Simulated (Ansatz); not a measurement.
# Na2S: a changed input and its effect

System: Na2S (3 atoms in the cell).
Method of the first run: DFT PBE, scalar-relativistic, plane waves, PAW, no spin polarisation (Ansatz 0.2.0).

The structure derives from an entry of the Crystallography Open Database. Text and figures count atoms from 1; the logs count them from 0 in places.

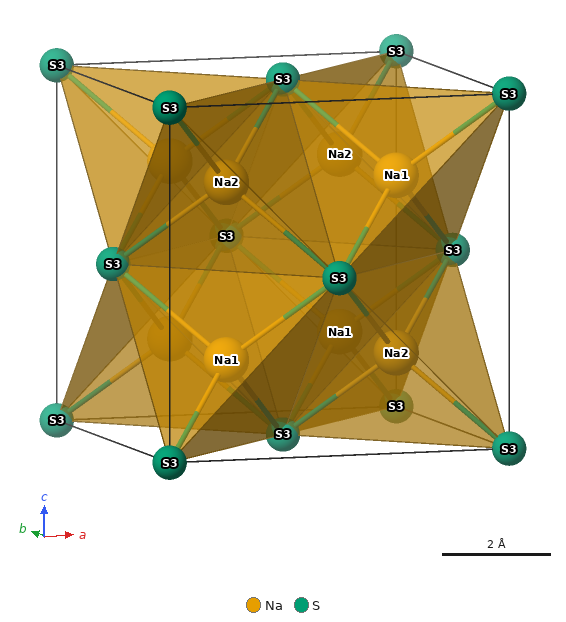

**Figure 1.** The input geometry (polyhedral view of the cell 4 times as large as that of the calculation, set on its symmetry axes, seen slightly off an axis; polyhedra are completed across the faces of the cell; atoms are numbered from 1 in the order of the input).

**Input file, the first run**
```yaml
crystal:
  lattice:
    - [0.0, 3.3165228187, 3.3165228187]
    - [3.3165228187, 0.0, 3.3165228187]
    - [3.3165228187, 3.3165228187, 0.0]
  atoms:
    - { symbol: Na, position: [0.25, 0.25, 0.25] }
    - { symbol: Na, position: [0.75, 0.75, 0.75] }
    - { symbol: S, position: [0.0, 0.0, 0.0] }
basis:
  ecutwfc: 420
kpoints:
  mp_grid: { grid: [8, 8, 8] }
hamiltonian:
  xc: pbe
scf:
  occupations: { method: gaussian, width: 0.02 }
output:
  forces: true
  stress: true
  eigenvalues: true
```

Command:
```bash
ansatz run input.yaml --threads 1 --pin off --max-ram 2560MiB --backend cpu --events-out ev --progress --plain --runs-dir out
```

Hardware: 1 thread of AMD EPYC (Zen 3), 192 GiB of memory available, shared host.

**Output, shortened to warnings, some set-up lines, iterations and results (the first run)**
```
Basis set: ecut = 420 eV, 1411 PW (Γ), exchange–correlation on 64×64×64 points (8 copies of the dense FFT grid, shifted against one another)
Symmetry: 48 space group operations
k-points: 29 of 512
Initial density: superposition of atomic densities (neutral atoms: chi_scale 0, normalization atom), corrected by the library's trained network
[...]
SCF iter   1: F=—  HF=-3878.138512 eV  |F-HF|=—  |Δ(HF+E_count)|=         —  Δρ=2.91e-4  dr2=4.68e-5  ethr=1.77e-3  ⟨swp⟩=6.0  Hψ=2241  notcnv=0
SCF iter   2: F=—  HF=-3878.137837 eV  |F-HF|=—  |Δ(HF+E_count)|=   6.75e-4  Δρ=6.15e-4  dr2=6.46e-4  ethr=1.95e-7  ⟨swp⟩=3.0  Hψ=1187  notcnv=0
SCF iter   3: F=—  HF=-3878.137666 eV  |F-HF|=—  |Δ(HF+E_count)|=   1.71e-4  Δρ=1.27e-4  dr2=1.22e-5  ethr=1.95e-7  ⟨swp⟩=3.0  Hψ=650  notcnv=0
SCF iter   4: F=—  HF=-3878.137674 eV  |F-HF|=—  |Δ(HF+E_count)|=   8.16e-6  Δρ=5.87e-5  dr2=2.39e-6  ethr=5.10e-8  ⟨swp⟩=3.0  Hψ=789  notcnv=0
SCF iter   5: F=—  HF=-3878.137678 eV  |F-HF|=—  |Δ(HF+E_count)|=   4.42e-6  Δρ=6.69e-5  dr2=6.16e-6  ethr=9.97e-9  ⟨swp⟩=2.0  Hψ=580  notcnv=0  recentre
SCF iter   6: F=—  HF=-3878.137677 eV  |F-HF|=—  |Δ(HF+E_count)|=   1.63e-6  Δρ=2.60e-5  dr2=8.71e-7  ethr=9.97e-9  ⟨swp⟩=2.0  Hψ=580  notcnv=0
SCF iter   7: F=-3878.137676 eV  HF=-3878.137676 eV  |F-HF|=7.36e-8  |Δ(HF+E_count)|=   2.17e-7  Δρ=7.92e-6  dr2=9.34e-8  ethr=4.17e-10  ⟨swp⟩=3.0  Hψ=1533  notcnv=0
SCF 1 converged in 7 iterations: F = -3878.137676 eV  dr2 = 9.34e-8
SCF converged after 7 iterations
Free energy (F): -3878.137676 eV
Harris-Foulkes:  -3878.137676 eV  (|F-HF|=7.36e-8)
Internal energy: -3878.137676 eV  (E = F + TS)
E sigma→0 (E₀):  -3878.137676 eV
Fermi energy:    2.961933 eV
--- Per-component energies (eV) ---
  E_band       = -450.072698
  E_kinetic    = 348.859298
  E_local      = -2851.675966  (includes V_loc(G=0)·N_el)
  E_nonlocal   = 258.556995
  E_hartree    = 1033.794039
  E_xc         = -176.134544
  E_vxc        = -188.977747  (∫ρ·V_xc dr)
  E_paw        = -1126.524732  (= ΣΔE_a)
  E_vpaw       = -84.420193  (= ΣTr[D̂ρ^β])
  E_aug_tail   = -0.000039  (compensation charges beyond the density's cutoff)
  E_ewald      = -1365.012727
  E_smearing   = -0.000000  (= −TS)
  E_closure    = -0.000000  (closes the sum)
  Σ components = -3878.137676   (vs F -3878.137676, Δ=0.00e0)
--- Forces (eV/Å), atoms counted from 1 ---
  atom   1  Na     0.00000000     0.00000000     0.00000000
  atom   2  Na     0.00000000     0.00000000     0.00000000
  atom   3  S     -0.00000000    -0.00000000    -0.00000000
  max |Σ_I F_I| component: 2.08e-17 eV/Å
--- Stress (GPa, compression-positive) ---
       -0.779212       0.000000       0.000000
        0.000000      -0.779212      -0.000000
        0.000000      -0.000000      -0.779212
  P = ⅓ Tr σ = -0.7792 GPa (-7.792 kbar)
```

For the second run the input was changed thus:
```diff
-    - [0.0, 3.3165228187, 3.3165228187]
-    - [3.3165228187, 0.0, 3.3165228187]
-    - [3.3165228187, 3.3165228187, 0.0]
+    - [0.0, 3.3484144176, 3.3484144176]
+    - [3.3484144176, 0.0, 3.3484144176]
+    - [3.3484144176, 3.3484144176, 0.0]
```

How does the second run compare with the first run?

With the same functional and potentials, the second run lies 5.0 meV per atom higher. The gap on the mesh goes from 2.35 to 2.26 eV. The pressure goes from −0.78 to −1.45 GPa. The volume per atom goes from 24.32 to 25.03 Å³. The cell is scaled evenly with the atoms at fixed fractional positions, so −ΔP/Δ ln V estimates the bulk modulus midway between the two volumes: about 23 GPa. The SCF takes 10 iterations against 7. The plane waves at Γ go from 1411 to 1459.

**Output, shortened to warnings, some set-up lines, iterations and results (the second run)**
```
Basis set: ecut = 420 eV, 1459 PW (Γ), exchange–correlation on 64×64×64 points (8 copies of the dense FFT grid, shifted against one another)
Symmetry: 48 space group operations
k-points: 29 of 512
Initial density: superposition of atomic densities (neutral atoms: chi_scale 0, normalization atom), corrected by the library's trained network
[...]
SCF iter   1: F=—  HF=-3878.123595 eV  |F-HF|=—  |Δ(HF+E_count)|=         —  Δρ=3.68e-4  dr2=9.39e-5  ethr=1.77e-3  ⟨swp⟩=6.0  Hψ=2227  notcnv=0
SCF iter   2: F=—  HF=-3878.123007 eV  |F-HF|=—  |Δ(HF+E_count)|=   5.89e-4  Δρ=6.70e-4  dr2=7.71e-4  ethr=3.91e-7  ⟨swp⟩=3.0  Hψ=1185  notcnv=0
SCF iter   3: F=—  HF=-3878.122870 eV  |F-HF|=—  |Δ(HF+E_count)|=   1.37e-4  Δρ=4.07e-4  dr2=2.91e-4  ethr=3.91e-7  ⟨swp⟩=2.0  Hψ=580  notcnv=0
SCF iter   4: F=—  HF=-3878.122804 eV  |F-HF|=—  |Δ(HF+E_count)|=   6.59e-5  Δρ=1.00e-4  dr2=1.89e-5  ethr=3.91e-7  ⟨swp⟩=2.0  Hψ=580  notcnv=0
SCF iter   5: F=—  HF=-3878.122834 eV  |F-HF|=—  |Δ(HF+E_count)|=   2.95e-5  Δρ=2.25e-4  dr2=7.99e-5  ethr=7.86e-8  ⟨swp⟩=2.7  Hψ=606  notcnv=0  recentre
SCF iter   6: F=—  HF=-3878.122811 eV  |F-HF|=—  |Δ(HF+E_count)|=   2.22e-5  Δρ=7.68e-5  dr2=8.35e-6  ethr=7.86e-8  ⟨swp⟩=2.0  Hψ=580  notcnv=0
SCF iter   7: F=—  HF=-3878.122810 eV  |F-HF|=—  |Δ(HF+E_count)|=   1.08e-6  Δρ=5.62e-5  dr2=4.74e-6  ethr=3.48e-8  ⟨swp⟩=1.0  Hψ=464  notcnv=0
SCF iter   8: F=—  HF=-3878.122809 eV  |F-HF|=—  |Δ(HF+E_count)|=   1.01e-6  Δρ=3.13e-5  dr2=1.51e-6  ethr=1.97e-8  ⟨swp⟩=1.0  Hψ=464  notcnv=0
SCF iter   9: F=—  HF=-3878.122809 eV  |F-HF|=—  |Δ(HF+E_count)|=   3.78e-7  Δρ=1.30e-5  dr2=2.60e-7  ethr=6.31e-9  ⟨swp⟩=2.0  Hψ=530  notcnv=0
SCF iter  10: F=-3878.122809 eV  HF=-3878.122809 eV  |F-HF|=3.63e-10  |Δ(HF+E_count)|=   8.03e-8  Δρ=5.30e-7  dr2=4.75e-10  ethr=4.17e-10  ⟨swp⟩=2.1  Hψ=1509  notcnv=0
SCF 1 converged in 10 iterations: F = -3878.122809 eV  dr2 = 4.75e-10
SCF converged after 10 iterations
Free energy (F): -3878.122809 eV
Harris-Foulkes:  -3878.122809 eV  (|F-HF|=3.63e-10)
Internal energy: -3878.122809 eV  (E = F + TS)
E sigma→0 (E₀):  -3878.122809 eV
Fermi energy:    2.755087 eV
--- Per-component energies (eV) ---
  E_band       = -454.902682
  E_kinetic    = 348.377688
  E_local      = -2872.431414  (includes V_loc(G=0)·N_el)
  E_nonlocal   = 258.464305
  E_hartree    = 1041.912990
  E_xc         = -175.911928
  E_vxc        = -188.680058  (∫ρ·V_xc dr)
  E_paw        = -1126.522555  (= ΣΔE_a)
  E_vpaw       = -84.458848  (= ΣTr[D̂ρ^β])
  E_aug_tail   = -0.000079  (compensation charges beyond the density's cutoff)
  E_ewald      = -1352.011816
  E_smearing   = -0.000000  (= −TS)
  E_closure    = -0.000000  (closes the sum)
  Σ components = -3878.122809   (vs F -3878.122809, Δ=0.00e0)
--- Forces (eV/Å), atoms counted from 1 ---
  atom   1  Na     0.00000000    -0.00000000     0.00000000
  atom   2  Na     0.00000000    -0.00000000    -0.00000000
  atom   3  S     -0.00000000     0.00000000    -0.00000000
  max |Σ_I F_I| component: 9.25e-18 eV/Å
--- Stress (GPa, compression-positive) ---
       -1.445470       0.000000      -0.000000
        0.000000      -1.445470      -0.000000
        0.000000      -0.000000      -1.445470
  P = ⅓ Tr σ = -1.4455 GPa (-14.455 kbar)
```

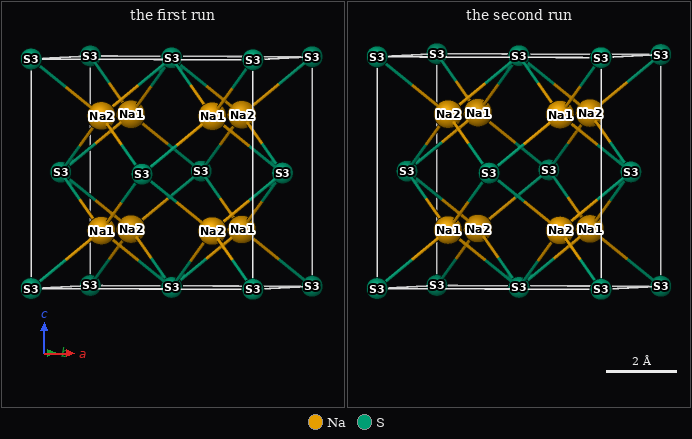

**Figure 2.** The two input geometries at one scale (ball-and-stick view of the cell 4 times as large as that of the calculation, set on its symmetry axes, seen at an oblique angle). The atoms keep their places relative to the cell (all moves are under 0.005 Å). The volume changes by +2.9 %, with a = b = c 6.633 → 6.697 Å (+1.0 %). Among the contacts that change: Na1–S3 2.872 → 2.900 Å.

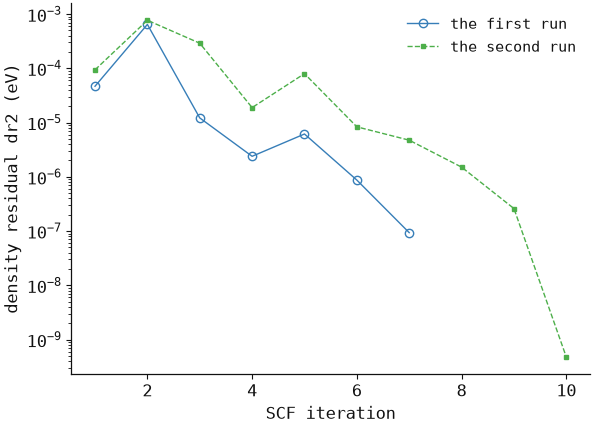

**Figure 3.** Convergence of the two runs: density residual dr2 against the SCF iteration. The first run takes 7 iterations in all, and the second run takes 10.

**The two runs side by side**

```tsv
quantity	the first run	the second run
outcome	converged	converged
free energy per atom (eV)	−1292.7126	−1292.7076
gap on the mesh (eV)	2.35	2.26
pressure (GPa)	−0.78	−1.45
volume per atom (Å³)	24.32	25.03
largest force (eV/Å)	0.000	0.000
SCF iterations	7	10
irreducible k-points	29	29
plane waves at Γ	1411	1459
wall time (shared host)	1.6 s	1.9 s
```
